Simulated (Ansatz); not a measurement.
**Single-point calculation, with input and output: MoS2 (part 1 of 2)**

The run: single-point calculation of MoS2 (3 atoms in the cell). Method and program: DFT PBE+U+J, scalar-relativistic, plane waves, PAW, U = 6 eV, J = 0.7 eV on Mo atom 1 d, spin-polarised (Ansatz 0.2.0).

The structure was built on a prototype by a generator; it need not be a known phase. It belongs to a series of runs on one base structure; here: natural orbitals of the symmetric run, filled by rank. Figures and captions count atoms from 1; the log counts them from 0 in places.

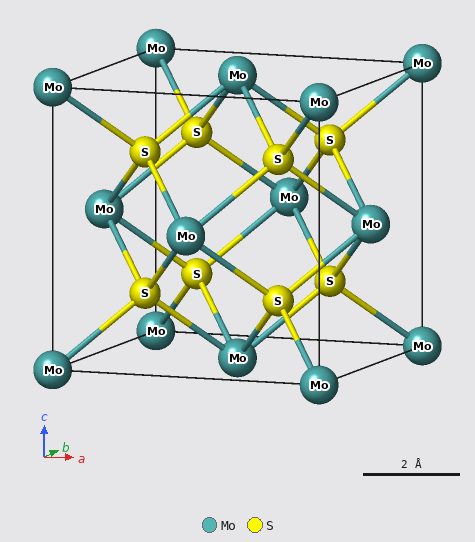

Figure 1. The input geometry (ball-and-stick view of the cell 4 times as large as that of the calculation, set on its symmetry axes, seen slightly off an axis). Near neighbours in the crystal (not all of them lie inside the picture): Mo has 8 S at 2.59 Å; S has 4 Mo at 2.59 Å.

Input file
```yaml
crystal:
  lattice:
    - [0.0, 2.99595142, 2.99595142]
    - [2.99595142, 0.0, 2.99595142]
    - [2.99595142, 2.99595142, 0.0]
  atoms:
    - { symbol: Mo, position: [0.0, 0.0, 0.0], spin: 2.0 }
    - { symbol: S, position: [0.25, 0.25, 0.25] }
    - { symbol: S, position: [0.75, 0.75, 0.75] }
basis:
  ecutwfc: 420
  ecutrho_ratio: 4
kpoints:
  mp_grid: { grid: [6, 6, 6] }
hamiltonian:
  xc: pbe
  hubbard:
    sites:
      - { site: 0, l: d, u: 6.0, j: 0.7, starting_ns: [{ spin: up, occupation_matrix: s0up }, { spin: down, occupation_matrix: s0down }] }
    occupation_matrices:
      s0up:
        matrix:
          - [0.97, 0.0, 0.0, 0.0, 0.0]
          - [0.0, 0.02, 0.0, 0.0, 0.0]
          - [0.0, 0.0, 0.02, 0.0, 0.0]
          - [0.0, 0.0, 0.0, 0.97, 0.0]
          - [0.0, 0.0, 0.0, 0.0, 0.02]
      s0down:
        matrix:
          - [0.02, 0.0, 0.0, 0.0, 0.0]
          - [0.0, 0.02, 0.0, 0.0, 0.0]
          - [0.0, 0.0, 0.02, 0.0, 0.0]
          - [0.0, 0.0, 0.0, 0.02, 0.0]
          - [0.0, 0.0, 0.0, 0.0, 0.02]
    ns_hold: { iters: 10 }
scf:
  occupations: { method: gaussian, width: 0.05 }
  lower_state_search: "off"
  max_iter: 150
output:
  forces: true
  stress: true
  eigenvalues: true
  populations: true
  hubbard: { sites: [{ site: 0, l: d }] }
  write_density: true
  write_potential: true
  elf: true
  volumetric_format: npy
magnetization:
  spin_polarized: true
```

Run as:
```bash
ansatz run input.yaml --threads 2 --pin off --max-ram 3072MiB --backend cpu --events-out ev --progress --plain --runs-dir out
```

What the program printed
```
Mo: projections on atomic orbitals take those of the free atom [Ar 3d10] 4s2 4p6 4d5 5s1, of charge +0.00 (hamiltonian.pseudopotentials.projection_atoms); the dataset's partial waves leave at most 6.0e-6 of an orbital's norm unspanned inside its sphere
S: projections on atomic orbitals take those of the free atom [Ne] 3s2 3p4, of charge +0.00 (hamiltonian.pseudopotentials.projection_atoms); the dataset's partial waves leave at most 1.6e-7 of an orbital's norm unspanned inside its sphere
Engine: ansatz 0.2.0, aarch64-unknown-linux-gnu
Pseudopotentials: kind: paw
Pseudopotential: Mo, paw, valence charge 14, recommended cutoff 420 eV (normal), Mo.paw.azcp
Pseudopotential: S, paw, valence charge 6, recommended cutoff 420 eV (normal), S.paw.azcp
Functional definition: PBE
  parameter kappa = 0.804
  parameter beta = 0.06672455060314922
  exchange = pbe_x(kappa = kappa, mu = beta*pi^2/3)
  correlation = pbe_c(beta = beta)
Crystal: 3 atoms, lattice volume = 53.782 Å³
Basis set: ecut = 420 eV, 1067 PW (Γ), exchange–correlation on 60×60×60 points (8 copies of the dense FFT grid, shifted against one another)
Bands: 18, of which v1, the nominal top of the filled ones, is band 13 counted from 1 (12 counted from 0)
Symmetry: 48 space group operations
Space group: Fm-3m (ITA 225), of the structure as read, at distance tolerance 3.8e-5 Å
Magnetic group: BNS 225.116 (UNI 1618), of the structure as read, at distance tolerance 3.8e-5 Å
k-points: 16 of 216
Non-local potential: Mo, projectors of the file, l = 0: 3, l = 1: 2, l = 2: 2, l = 3: 1
Non-local potential: S, projectors of the file, l = 0: 2, l = 1: 2, l = 2: 2
PAW form: soft (Blöchl's): semilocal exchange-correlation on the pseudo side does not see the compensation charge
PAW one-centre angular grid: Mo, 590 points (default); XC on 64 Gauss nodes
PAW one-centre angular grid: S, 110 points (default); XC on 64 Gauss nodes
Initial density: superposition of atomic densities (chi_scale 0.1, normalization cell)
Starting moments: Σ|m| = 2 μB on 1 of 3 sites
Initial wavefunctions: pseudopotential atomic-orbital guess
Functional: x = pbe(κ = 0.804, μ = 0.2195149727645171), c = pbe(β = 0.06672455060314922)
SCF iter   1: F=—  HF=-6757.974687 eV  |F-HF|=—  |Δ(HF+E_count)|=         —  Δρ=8.68e-2 (↑8.68e-2 ↓5.57e-2)  dr2=1.64e1  dr2_m=5.91e-1  M=2.000 μB ∫|m|=2.029 μB  β_m=0.30  ethr=3.10e-3  ⟨swp⟩=5.4  Hψ=3070  notcnv=0
preconditioner: auto → none  [insulator: Δε(μ)=2.086 eV  Ē_g=10.632 eV  σ=0.050 eV  W_gap=1.00  n_scr=14 (ndim 8)  ℏωp=21.5 eV  f_vac=0.000  D(μ)=0.00/eV (n_scr^D=0)  ε∞_Penn≈5.1]
SCF iter   2: F=—  HF=-6753.855058 eV  |F-HF|=—  |Δ(HF+E_count)|=    4.12e0  Δρ=3.06e-2 (↑2.70e-2 ↓3.06e-2)  dr2=5.11e-1  dr2_m=2.34e-1  M=1.984 μB ∫|m|=2.122 μB  β_m=1.00  ethr=3.10e-3  ⟨swp⟩=3.2  Hψ=1559  notcnv=0  defer=17
preconditioner: auto → Kerker (q_TF=auto, 2.417 Å⁻¹)  [metal: Δε(μ)=0.032 eV  Ē_g=8.732 eV  σ=0.050 eV  W_gap=0.33  n_scr=14 (ndim 8)  ℏωp=21.5 eV  f_vac=0.003  D(μ)=0.28/eV (n_scr^D=0)]
spin=Collinear: Kerker preconditioning applied to the charge; magnetization (m = ρ↑ − ρ↓) channel mixes plain (no charge-response kernel on spin).
SCF iter   3: F=—  HF=-6754.070062 eV  |F-HF|=—  |Δ(HF+E_count)|=   2.15e-1  Δρ=1.47e-2 (↑1.47e-2 ↓1.35e-2)  dr2=2.19e-1  dr2_m=4.49e-3  M=2.000 μB ∫|m|=2.152 μB  β_m=1.00  ethr=1.96e-3  ⟨swp⟩=2.9  Hψ=1211  notcnv=0  defer=17
SCF iter   4: F=—  HF=-6754.158442 eV  |F-HF|=—  |Δ(HF+E_count)|=   8.84e-2  Δρ=1.31e-2 (↑1.31e-2 ↓1.09e-2)  dr2=6.12e-1  dr2_m=8.24e-4  M=1.981 μB ∫|m|=2.179 μB  β_m=1.00  ethr=8.41e-4  ⟨swp⟩=2.7  Hψ=1053  notcnv=0  defer=17
SCF iter   5: F=—  HF=-6754.061579 eV  |F-HF|=—  |Δ(HF+E_count)|=   9.69e-2  Δρ=4.32e-3 (↑4.32e-3 ↓3.03e-3)  dr2=4.76e-2  dr2_m=4.97e-4  M=2.000 μB ∫|m|=2.158 μB  β_m=0.30  ethr=8.41e-4  ⟨swp⟩=3.1  Hψ=1186  notcnv=0  defer=17
SCF iter   6: F=—  HF=-6754.076931 eV  |F-HF|=—  |Δ(HF+E_count)|=   1.54e-2  Δρ=5.42e-3 (↑5.42e-3 ↓4.90e-3)  dr2=1.08e-1  dr2_m=2.39e-4  M=1.999 μB ∫|m|=2.168 μB  β_m=1.00  ethr=1.83e-4  ⟨swp⟩=2.9  Hψ=1198  notcnv=0  defer=17
SCF iter   7: F=—  HF=-6754.059681 eV  |F-HF|=—  |Δ(HF+E_count)|=   1.73e-2  Δρ=1.10e-3 (↑8.94e-4 ↓1.10e-3)  dr2=2.75e-3  dr2_m=5.30e-5  M=2.000 μB ∫|m|=2.159 μB  β_m=1.00  ethr=1.83e-4  ⟨swp⟩=2.2  Hψ=958  notcnv=0  defer=17
SCF iter   8: F=—  HF=-6754.060520 eV  |F-HF|=—  |Δ(HF+E_count)|=   8.39e-4  Δρ=1.02e-3 (↑1.02e-3 ↓9.80e-4)  dr2=3.66e-3  dr2_m=3.99e-6  M=2.000 μB ∫|m|=2.158 μB  β_m=0.30  ethr=1.06e-5  ⟨swp⟩=1.0  Hψ=577  notcnv=0  defer=17
Mixer restart at iter 8: flushing history
spin-set hold released at iteration 8 (site moments contracting): the magnetisation degrees of freedom join the quasi-Newton model from the next iteration; the mixer history was flushed
SCF iter   9: F=—  HF=-6754.060215 eV  |F-HF|=—  |Δ(HF+E_count)|=   3.04e-4  Δρ=5.21e-4 (↑4.43e-4 ↓5.21e-4)  dr2=6.90e-4  dr2_m=5.44e-6  M=2.000 μB ∫|m|=2.156 μB  β_m=0.48  ethr=1.06e-5  ⟨swp⟩=1.1  Hψ=568  notcnv=0  defer=17
SCF iter  10: F=—  HF=-6754.060476 eV  |F-HF|=—  |Δ(HF+E_count)|=   2.61e-4  Δρ=2.10e-4 (↑2.10e-4 ↓1.75e-4)  dr2=4.29e-5  dr2_m=6.15e-6  M=2.000 μB ∫|m|=2.153 μB  β_m=0.67  ethr=2.65e-6  ⟨swp⟩=2.3  Hψ=844  notcnv=0  defer=17
SCF iter  11: F=—  HF=-6754.060615 eV  |F-HF|=—  |Δ(HF+E_count)|=   1.39e-4  Δρ=6.98e-5 (↑6.98e-5 ↓6.41e-5)  dr2=8.90e-6  dr2_m=9.71e-7  M=2.000 μB ∫|m|=2.151 μB  β_m=0.67  ethr=1.65e-7  ⟨swp⟩=2.2  Hψ=965  notcnv=0  defer=17
Mixer restart at iter 11: flushing history
SCF iter  12: F=—  HF=-6754.092972 eV  |F-HF|=—  |Δ(HF+E_count)|=         —  Δρ=2.12e-4 (↑1.75e-4 ↓2.12e-4)  dr2=1.65e-4  dr2_m=2.15e-7  M=2.000 μB ∫|m|=2.152 μB  β_m=0.67  ethr=3.42e-8  ⟨swp⟩=2.1  Hψ=725  notcnv=0  defer=17
SCF iter  13: F=—  HF=-6756.262616 eV  |F-HF|=—  |Δ(HF+E_count)|=    2.17e0  Δρ=2.22e-2 (↑2.22e-2 ↓1.59e-2)  dr2=1.50e0  dr2_m=5.06e-3  M=2.036 μB ∫|m|=2.278 μB  β_m=0.03  ethr=3.42e-8  ⟨swp⟩=5.3  Hψ=1893  notcnv=0  defer=17
SCF iter  14: F=—  HF=-6756.278199 eV  |F-HF|=—  |Δ(HF+E_count)|=   1.56e-2  Δρ=2.13e-2 (↑2.13e-2 ↓1.53e-2)  dr2=1.38e0  dr2_m=4.61e-3  M=2.033 μB ∫|m|=2.279 μB  β_m=0.04  ethr=3.42e-8  ⟨swp⟩=3.5  Hψ=1548  notcnv=0  defer=17
SCF iter  15: F=—  HF=-6756.202823 eV  |F-HF|=—  |Δ(HF+E_count)|=   7.54e-2  Δρ=1.73e-2 (↑1.73e-2 ↓1.24e-2)  dr2=9.18e-1  dr2_m=3.05e-3  M=2.028 μB ∫|m|=2.270 μB  β_m=0.04  ethr=3.42e-8  ⟨swp⟩=4.2  Hψ=1705  notcnv=0  defer=17
SCF iter  16: F=—  HF=-6756.120028 eV  |F-HF|=—  |Δ(HF+E_count)|=   8.28e-2  Δρ=1.23e-2 (↑1.23e-2 ↓8.41e-3)  dr2=4.53e-1  dr2_m=1.96e-3  M=2.025 μB ∫|m|=2.273 μB  β_m=0.08  ethr=3.42e-8  ⟨swp⟩=4.5  Hψ=1893  notcnv=0  defer=17
SCF iter  17: F=—  HF=-6756.304673 eV  |F-HF|=—  |Δ(HF+E_count)|=   1.85e-1  Δρ=9.25e-3 (↑9.25e-3 ↓5.67e-3)  dr2=2.40e-1  dr2_m=1.77e-3  M=2.020 μB ∫|m|=2.304 μB  β_m=0.16  ethr=3.42e-8  ⟨swp⟩=5.0  Hψ=1991  notcnv=0  defer=17
SCF iter  18: F=—  HF=-6756.497780 eV  |F-HF|=—  |Δ(HF+E_count)|=   1.93e-1  Δρ=4.99e-3 (↑4.99e-3 ↓1.55e-3)  dr2=4.53e-2  dr2_m=1.74e-3  M=2.023 μB ∫|m|=2.386 μB  β_m=0.48  ethr=3.42e-8  ⟨swp⟩=5.1  Hψ=2259  notcnv=0  defer=17
SCF iter  19: F=—  HF=-6756.507350 eV  |F-HF|=—  |Δ(HF+E_count)|=   9.57e-3  Δρ=1.91e-3 (↑1.33e-3 ↓1.91e-3)  dr2=5.98e-4  dr2_m=1.19e-3  M=2.018 μB ∫|m|=2.466 μB  β_m=0.74  ethr=3.42e-8  ⟨swp⟩=4.7  Hψ=1903  notcnv=0  defer=17
SCF iter  20: F=—  HF=-6756.512763 eV  |F-HF|=—  |Δ(HF+E_count)|=   5.41e-3  Δρ=1.19e-3 (↑1.12e-3 ↓1.19e-3)  dr2=1.38e-4  dr2_m=6.25e-4  M=2.025 μB ∫|m|=2.564 μB  β_m=0.87  ethr=3.42e-8  ⟨swp⟩=3.5  Hψ=1446  notcnv=0  defer=17
SCF iter  21: F=—  HF=-6756.517486 eV  |F-HF|=—  |Δ(HF+E_count)|=   4.72e-3  Δρ=7.40e-4 (↑7.40e-4 ↓4.20e-4)  dr2=1.89e-4  dr2_m=1.41e-4  M=2.022 μB ∫|m|=2.724 μB  β_m=0.94  ethr=3.42e-8  ⟨swp⟩=4.1  Hψ=1571  notcnv=0  defer=17
SCF iter  22: F=—  HF=-6756.518842 eV  |F-HF|=—  |Δ(HF+E_count)|=   1.36e-3  Δρ=7.29e-4 (↑7.29e-4 ↓1.28e-4)  dr2=5.85e-4  dr2_m=5.76e-5  M=2.020 μB ∫|m|=2.845 μB  β_m=0.97  ethr=3.42e-8  ⟨swp⟩=3.7  Hψ=1540  notcnv=0  defer=17
SCF iter  23: F=—  HF=-6756.519229 eV  |F-HF|=—  |Δ(HF+E_count)|=   3.86e-4  Δρ=2.61e-4 (↑2.43e-4 ↓2.61e-4)  dr2=2.71e-5  dr2_m=2.70e-5  M=2.021 μB ∫|m|=3.022 μB  β_m=0.98  ethr=3.42e-8  ⟨swp⟩=4.1  Hψ=1660  notcnv=0  defer=17
SCF iter  24: F=—  HF=-6756.519423 eV  |F-HF|=—  |Δ(HF+E_count)|=   1.94e-4  Δρ=1.41e-4 (↑7.88e-5 ↓1.41e-4)  dr2=1.38e-5  dr2_m=4.74e-6  M=2.019 μB ∫|m|=2.939 μB  β_m=0.94  ethr=3.42e-8  ⟨swp⟩=3.6  Hψ=1451  notcnv=0  defer=17
SCF iter  25: F=—  HF=-6756.519475 eV  |F-HF|=—  |Δ(HF+E_count)|=   5.23e-5  Δρ=3.67e-5 (↑3.67e-5 ↓3.20e-5)  dr2=3.55e-7  dr2_m=5.26e-7  M=2.019 μB ∫|m|=2.966 μB  β_m=0.97  ethr=3.42e-8  ⟨swp⟩=2.7  Hψ=1053  notcnv=0  defer=17
iter 26 did not close the SCF: its close was put off for a magnetic moment that had not settled (scf_convergence_deferred on its scf_iter line)
SCF iter  26: F=-6756.519479 eV  HF=-6756.519479 eV  |F-HF|=3.27e-8  |Δ(HF+E_count)|=   4.48e-6  Δρ=1.01e-5 (↑1.01e-5 ↓2.66e-6)  dr2=8.06e-8  dr2_m=1.43e-8  M=2.019 μB ∫|m|=2.975 μB  β_m=0.98  ethr=3.85e-10  ⟨swp⟩=9.6  Hψ=4600  notcnv=0
iter 27 met the thresholds in force, and the SCF goes on: an eigenvalue changes by 0.66 meV, over its tolerance of 0.50 meV (output.eigenvalues, Limitations)
SCF iter  27: F=-6756.519480 eV  HF=-6756.519480 eV  |F-HF|=1.61e-8  |Δ(HF+E_count)|=   1.80e-7  Δρ=3.42e-6 (↑3.42e-6 ↓2.10e-6)  dr2=2.56e-8  dr2_m=5.57e-10  M=2.019 μB ∫|m|=2.974 μB  β_m=0.99  ethr=3.10e-10  ⟨swp⟩=6.3  Hψ=3575  notcnv=0
SCF iter  28: F=-6756.519480 eV  HF=-6756.519480 eV  |F-HF|=1.75e-10  |Δ(HF+E_count)|=  9.79e-10  Δρ=3.20e-7 (↑3.07e-7 ↓3.20e-7)  dr2=3.25e-10  dr2_m=5.13e-12  M=2.019 μB ∫|m|=2.974 μB  ethr=9.84e-11  ⟨swp⟩=5.4  Hψ=3049  notcnv=0
SCF 1 converged in 28 iterations: F = -6756.519480 eV  dr2 = 3.25e-10
  greatest PAW one-centre occupation: 0.998 electrons in one spin orbital (limit 2), on the Mo atom at site 0 (counted from 0), in its partial waves of l = 0
```
